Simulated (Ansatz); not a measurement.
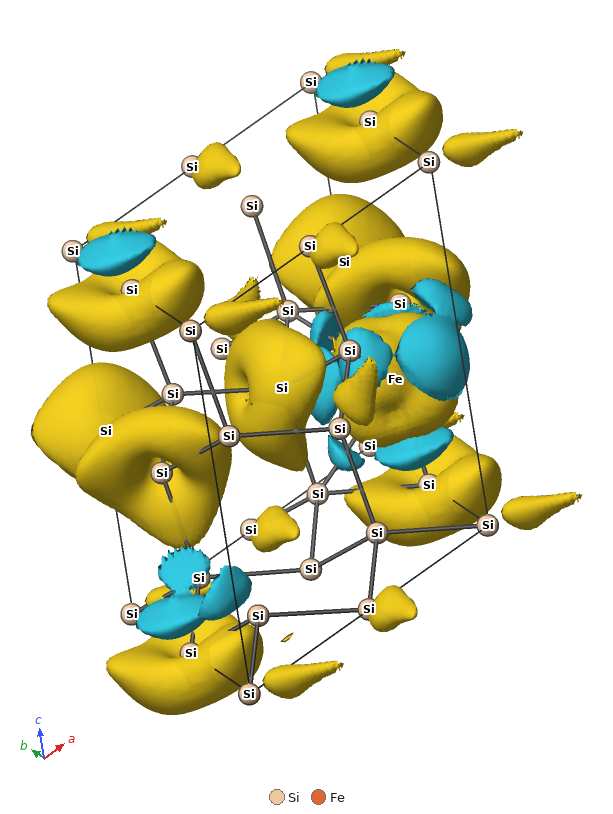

FeSi16 (cell with a defect). Isosurfaces of the magnetisation density (up minus down) at +0.006 (yellow) and −0.006 e/Å³ (cyan), seen slightly off an axis. Sticks mark near contacts.

The SCF solution may not be the lowest one; PAW files of the earlier set (soft_1); spin-polarised.

These are results of Ansatz 0.2.0, DFT PBE, scalar-relativistic, plane waves, PAW, not measurements.

The density is the valence pseudo-density of a PAW calculation; it isn't the true density close to the nuclei.

```
CELL_PARAMETERS angstrom
0.00000 5.43000 5.43000
5.43000 0.00000 5.43000
5.43000 5.43000 0.00000
ATOMIC_POSITIONS crystal
Si 0.99654 0.00550 0.99896
Si 0.12383 0.12159 0.13016
Si 0.00444 0.98485 0.50533
Si 0.12383 0.12158 0.62439
Si 0.99757 0.50327 0.00098
Si 0.12526 0.62991 0.12239
Si 0.99757 0.50326 0.49814
Si 0.12975 0.61057 0.62982
Si 0.49838 0.00563 0.99893
Si 0.62380 0.12751 0.12432
Si 0.49839 0.00564 0.49700
Si 0.62963 0.12134 0.62450
Si 0.49934 0.50077 0.99992
Si 0.62187 0.63000 0.12227
Si 0.50095 0.50292 0.49804
Si 0.62186 0.63001 0.62582
Fe 0.87839 0.36490 0.37833
```

### Where is the spin, and how is it ordered?

The spin density sits on Fe: +1.6 μB in one cell of 17 atoms: a single local moment. The cell of the calculation (17 atoms) carries 2.1 μB of net spin moment.
